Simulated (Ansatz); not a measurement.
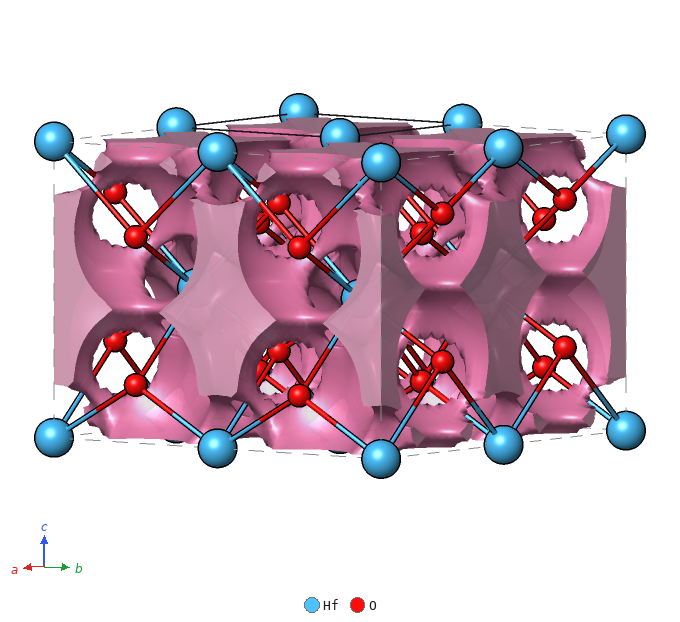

The pink surface encloses the points that the centre of a probe sphere of radius 0.10 Å can occupy in HfO2 (P4_2/nmc, No. 137), computed on a grid of about 0.15 Å (2×2×1 cells shown, view from a free direction; pale faces close the region where the box cuts it).

Atoms are hard spheres with Shannon crystal radii (six-coordinate where tabulated): Hf 0.85 Å, O 1.26 Å.

Source of the atomic positions: the geometry relaxed at a target pressure of 2 GPa with DFT PBE, scalar-relativistic, plane waves, PAW in Ansatz.

```cif
data_structure
_symmetry_space_group_name_H-M 'P 1'
_symmetry_Int_Tables_number 1
_cell_length_a 3.5945
_cell_length_b 3.5945
_cell_length_c 5.2329
_cell_angle_alpha 90.000
_cell_angle_beta 90.000
_cell_angle_gamma 90.000
_cell_volume 67.61
loop_
_atom_site_label
_atom_site_type_symbol
_atom_site_fract_x
_atom_site_fract_y
_atom_site_fract_z
_atom_site_occupancy
Hf1 Hf 0.50000 0.50000 0.50000 1
Hf2 Hf 0.00000 0.00000 0.00000 1
O1 O 0.00000 0.50000 0.69578 1
O2 O 0.50000 0.00000 0.80422 1
O3 O 0.50000 0.00000 0.30422 1
O4 O 0.00000 0.50000 0.19578 1
```

Q: Describe the connectivity of the accessible space.

A: Where they connect, they form a three-dimensional network.

Q: What share of the cell can the probe's centre reach?

A: About 29 % of the volume (19 Å³ of 67.6 Å³).

Q: Give the largest included and the largest free sphere.

A: The largest sphere that fits anywhere has a diameter of 1.62 Å; the largest that can travel through the crystal, about 0.5 Å.

Q: How does the connectivity change as the probe shrinks?

A: Below a radius of about 0.24 Å the space forms a three-dimensional network. These are grid estimates, good to about 0.05 Å.
